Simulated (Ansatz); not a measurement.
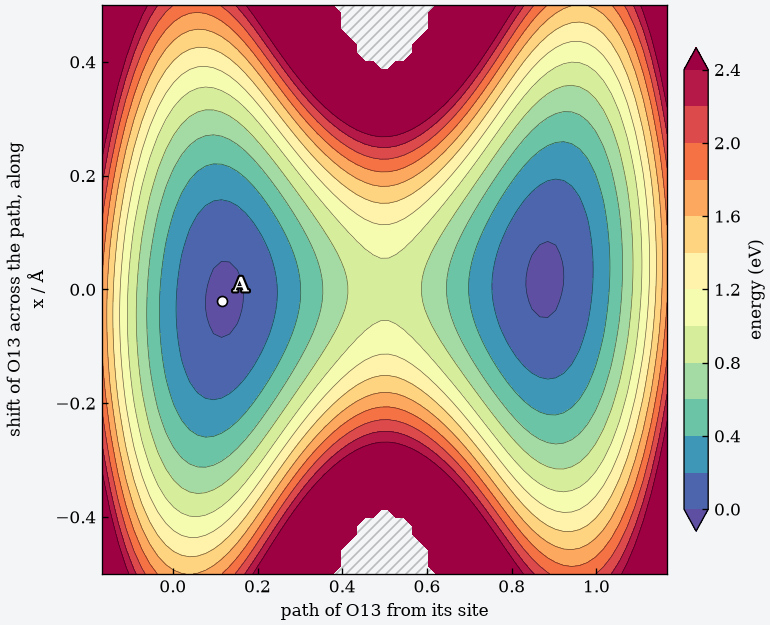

HfO₂ (Fm-3m phase) with one O vacancy (14 atoms in the cell, cell charge +2). An atom moved over a plane that holds its own site and a neighbouring vacancy (x along [1 0 0] of the conventional cell). The first coordinate is: path of O13 from its site (0) to the vacancy (1), 2.549 Å; the second: shift of O13 across the path, along x. Nothing is relaxed (all other atoms held at the sites of the perfect crystal). The scan uses a 9 × 7 grid; 31 points were computed and 30 follow by symmetry. At 2 points there is no value (left out of the scan, as a rule where atoms come close). Points are written as (first, second). All energies are given in eV per cell relative to the lowest grid point. The cell is charged on a uniform background, without a charge correction. Level of theory: Ansatz 0.2.0, DFT PBE, scalar-relativistic, plane waves, PAW. Settings: cutoff 420 eV, k-mesh 4×4×4, gaussian smearing 0.05 eV, no spin polarisation.

Drawn: filled contours, one colour for all values above the top of the scale, hatched blanks where no value was computed, the point A. Between grid points the surface is interpolated.

Find the lowest pass out of the well at A.

Answer. The easiest path leads from the well at about (0.12, −0.02 Å) to a well of about the same depth at about (0.88, 0.02 Å). Its highest point lies about 0.97 eV above the bottom of the first well on the interpolated surface, at (0.500, 0.000 Å) [nearest 2 Hf at 1.80 Å]. This is the barrier on the constrained surface; relaxing the other coordinates would change it.

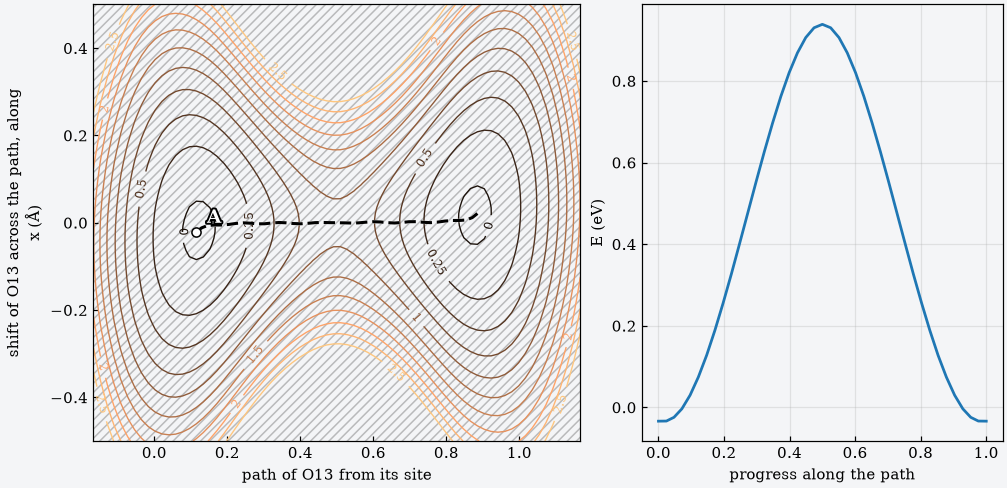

In the figure: contour lines labelled in eV (none above 2.5), a line along the lowest path, hatched blanks where no value was computed, the energy along the path at the right. Between grid points the surface is interpolated.

PAW datasets: the set soft_1.
